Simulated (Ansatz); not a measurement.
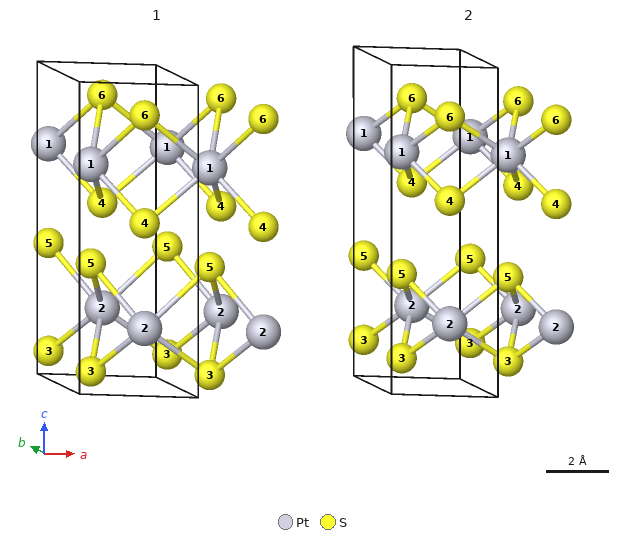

Two geometries of solid PtS₂ (a generated structure, set up in P6_3mc) (coarse preliminary run), drawn at one scale. One is the start of a relaxation, the other its converged end. A ball-and-stick model of the cell of the calculation, repeated 2 × 2 × 1 with one cell outlined, seen slightly off an axis.

These are results of DFT PBE, scalar-relativistic, plane waves, PAW (Ansatz 0.2.0), not measurements. Settings: plane-wave cutoff 420 eV; k-point mesh 6 × 6 × 2; occupations gaussian; smearing width 0.1 eV; no spin polarisation; cell and atoms relaxed; force threshold 0.04 eV/Å; at most 70 steps.

Which geometry has the lower energy?

Structure 2 is the relaxed one. The largest moves relative to the cell, 0.52 Å, are those of S5 and S6. S6 goes along −c. Largest moves by element: S 0.52 Å, Pt 0.06 Å. The drawn cell changes as follows: a = b 3.911 → 3.503 Å (−10.4 %), c 10.308 → 10.873 Å (+5.5 %); the volume changes by −15.4 %. Among the contacts that change: S3–S5 3.562 → 2.779 Å, S3–S6 2.763 → 3.339 Å, Pt1–S6 2.938 → 2.462 Å, Pt1–S4 2.816 → 2.446 Å. Bond angles that change, for instance: S3–Pt2–S5 76.5° → 69.0°, S5–Pt2–S5 83.5° → 90.7°, Pt2–S5–Pt2 83.5° → 90.7°. The space group stays P6_3mc (No. 186). The energy falls by 776 meV per atom in 6 accepted moves (7 points after the start). The largest force component goes from 2 to 0.038 eV/Å. The pressure goes from −15.74 to 0.19 GPa. The SCF was repeated once at an unchanged geometry on a basis and grid sized afresh for the cell, which shifted the energy by 0.3 meV per atom at most.

Limits of the set-up: layers or molecules are held without a dispersion correction, so their spacing is unreliable.
